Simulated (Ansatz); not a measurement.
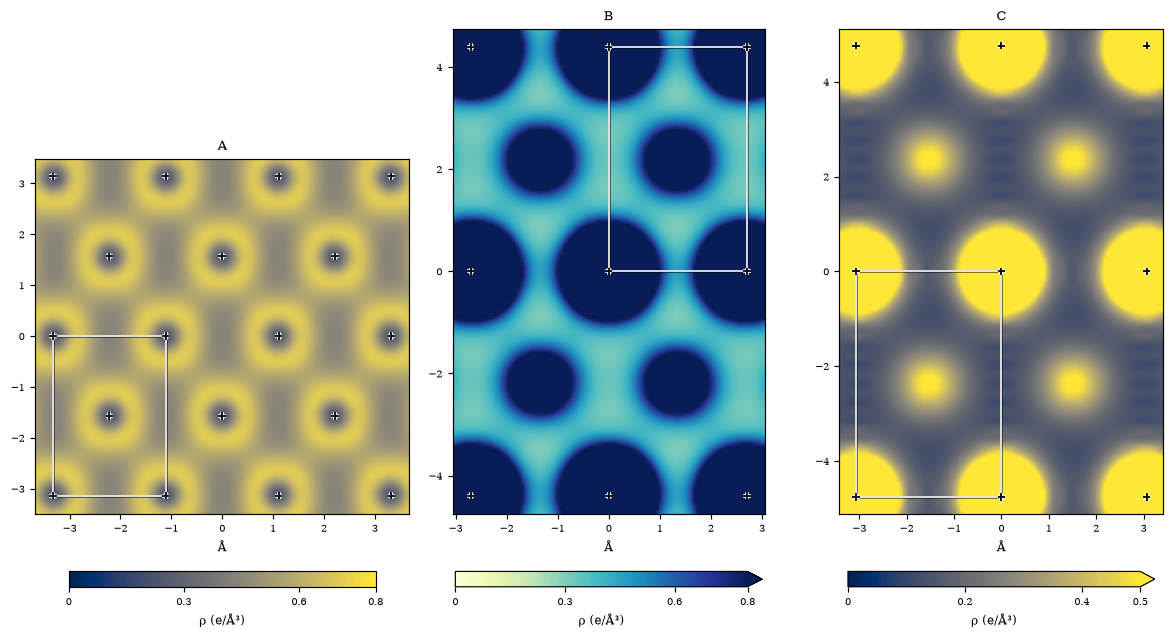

The valence electron density of 3 systems, each on a plane through atoms (crosses mark nuclei in the plane).

These are results of Ansatz, DFT, LDA (PW92), plane waves (420 eV) with PAW, scalar-relativistic, not measurements.

System 1: Ir, the (100) plane of the conventional cell. Space group P6₃/mmc; set up as Ir, hcp; a generated structure, not necessarily the stable one; changed on purpose from its base cell (volume × 1.0); computed without spin polarisation.

```yaml
crystal:
  lattice:
    - [2.70530, 0.00000, 0.00000]
    - [-1.35265, 2.34286, 0.00000]
    - [0.00000, 0.00000, 4.39105]
  atoms:
    - { symbol: Ir, position: [0.33333, 0.66667, 0.25000] }
    - { symbol: Ir, position: [0.66667, 0.33333, 0.75000] }
```

System 2: B, the (11̄0) plane of the conventional cell. Space group Im-3m; set up as B, bcc; a generated structure, not necessarily the stable one; changed on purpose from its base cell (volume × 0.92); computed pressure about 25 GPa in this cell; computed without spin polarisation.

```xyz
2
Lattice="2.2186 0.0000 0.0000 0.0000 2.2186 0.0000 0.0000 0.0000 2.2186" Properties=species:S:1:pos:R:3 pbc="T T T"
B     0.0000    0.0000    0.0000
B     1.1093    1.1093    1.1093
```

System 3: Ge, the (100) plane of the conventional cell. Space group P6₃/mmc; set up as Ge, hcp; a generated structure, not necessarily the stable one; changed on purpose from its base cell (volume × 1.08); computed pressure about −5 GPa in this cell.

```
Ge
1.0
     3.06637    0.00000    0.00000
    -1.53319    2.65556    0.00000
     0.00000    0.00000    4.76051
Ge
2
Cartesian
  0.0000 1.7704 1.1901
  1.5332 0.8852 3.5704
```

### Match each panel to its system.

Panel A is system 2, B: the plane holds B. B–B (1.92 Å): the density is about 0.58 e/Å³ at the midpoint. Panel B is system 1, Ir: the plane holds Ir. Ir–Ir (2.71 Å): ρ at the midpoint is about 0.46 e/Å³. Panel C is system 3, Ge: the plane holds Ge. Ge–Ge (3.07 Å): ρ at the midpoint is about 0.16 e/Å³.
